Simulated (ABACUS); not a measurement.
## Energy of K along an even scaling of the cell

System: K (1 atom in the cell).
Method: Kohn-Sham DFT of a periodic cell, PBE, PseudoDojo NC SR 0.4.1 PBE standard, no spin polarisation (ABACUS 3.10.1).

The 7 runs differ only in the geometry, by an even scaling of the cell at fixed fractional positions. The structure derives from a Materials Project entry.

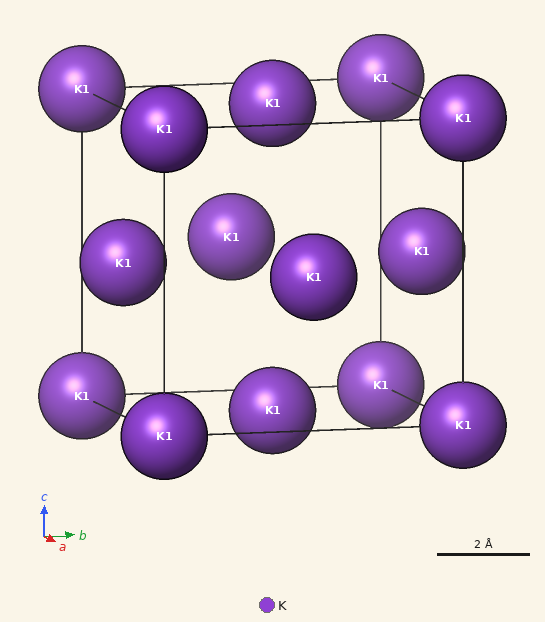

Figure 1. The structure of run 4 (spheres-only view of the cell 4 times as large as that of the calculation, set on its symmetry axes, seen slightly off an axis; atoms are numbered from 1 in the order of the input).

### The input of run 4
```
INPUT_PARAMETERS
suffix              K
calculation         scf
basis_type          pw
pseudo_dir          ./
symmetry            1
dft_functional      pbe
ecutwfc             74
pseudo_rcut         10
nspin               1
nbands              9
ks_solver           dav
smearing_method     fd
smearing_sigma      0.00367493
scf_thr             1e-08
scf_nmax            100
mixing_type         broyden
mixing_beta         0.7
cal_force           1
cal_stress          1
kpar                4
```

### File STRU of run 4
```
ATOMIC_SPECIES
K 39.0983 K.upf

LATTICE_CONSTANT
1.8897261246

LATTICE_VECTORS
0.0000000000 3.3918728180 3.3918728180
3.3918728180 0.0000000000 3.3918728180
3.3918728180 3.3918728180 0.0000000000

ATOMIC_POSITIONS
Direct

K
0.0
1
0.0000000000 0.0000000000 0.0000000000 1 1 1
```

### File KPT of run 4
```
K_POINTS
0
Gamma
7 7 7 0 0 0
```

Command:
```bash
OMP_NUM_THREADS=1 mpirun -np 4 abacus > log
```

Lattice vectors (Å) and fractional positions of run 4:
```
   0.000000    3.391873    3.391873
   3.391873    0.000000    3.391873
   3.391873    3.391873    0.000000
K   0.000000  0.000000  0.000000
```

Run 5 differs from it as follows:
```diff
-0.0000000000 3.3918728180 3.3918728180
-3.3918728180 0.0000000000 3.3918728180
-3.3918728180 3.3918728180 0.0000000000
+0.0000000000 3.4143362065 3.4143362065
+3.4143362065 0.0000000000 3.4143362065
+3.4143362065 3.4143362065 0.0000000000
```

### Results, with one run withheld

| run | volume per atom (Å³) | free energy per atom, from the lowest run given (meV) | pressure (GPa) |
| --- | --- | --- | --- |
| 1 | 73.363 | 0.00 | 0.01 |
| 2 | 74.924 | 0.24 | −0.06 |
| 3 | 76.485 | 1.15 | −0.13 |
| 4 | 78.046 | 2.68 | −0.19 |
| 5 | 79.607 | ? | ? |
| 6 | 81.167 | 7.37 | −0.29 |
| 7 | 82.728 | 10.42 | −0.33 |

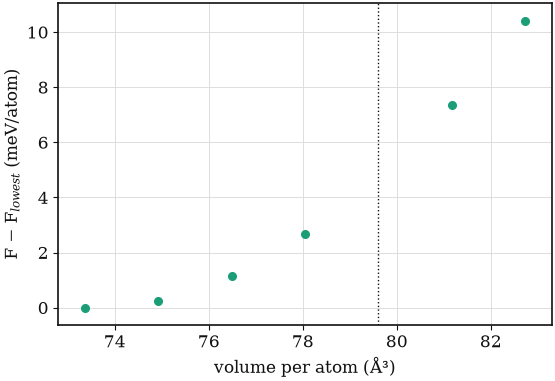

Figure 2. Free energy per atom of the runs given; the dotted line marks run 5.

What should run 5 give?

A cubic polynomial in V^(−2/3) (the Birch–Murnaghan form), fitted to the 6 runs given, misses them by under 0.01 meV per atom. With x = V^(−2/3) − 0.05493 Å⁻², it reads F = 2.2669 − 2290.7 x + 5.795e+05 x² − 1.6355e+06 x³ (meV per atom). At run 5 it gives 4.77 meV per atom, and the run itself gives 4.78. The slope of the fit gives a pressure −dF/dV of −0.24 GPa there, and the run prints −0.24 GPa. The fit has its minimum at 73.632 Å³ per atom, where V d²F/dV² gives 3.57 GPa: the bulk modulus at this level, since symmetry fixes the shape and the positions.

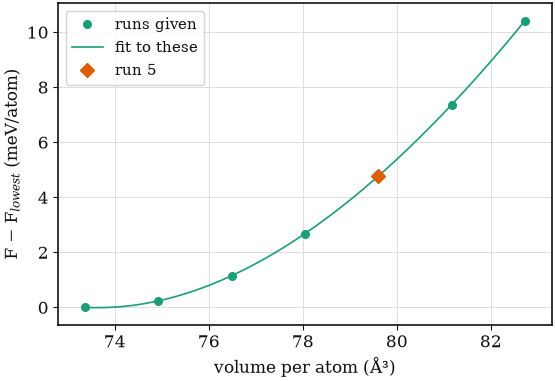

Figure 3. The fit and the withheld run.

### Some lines of the output (run 5)
```
[...]
                          Volume (Bohr^3) = 537.212
                             Volume (A^3) = 79.6065
 E_Fermi        0.1194611738         1.6253526531
 E_Fermi        0.1167284726         1.5881723456
 E_Fermi        0.1153889620         1.5699473689
 E_Fermi        0.1146331314         1.5596637666
 E_KS(sigma->0) -60.1104321434       -817.8443863929
 E_Fermi        0.1146385538         1.5597375418
 final etot is -817.84580173 eV
 EFERMI = 1.5597375418 eV
 TOTAL-PRESSURE: -2.421458 KBAR
 !FINAL_ETOT_IS -817.8458017287522352 eV
```
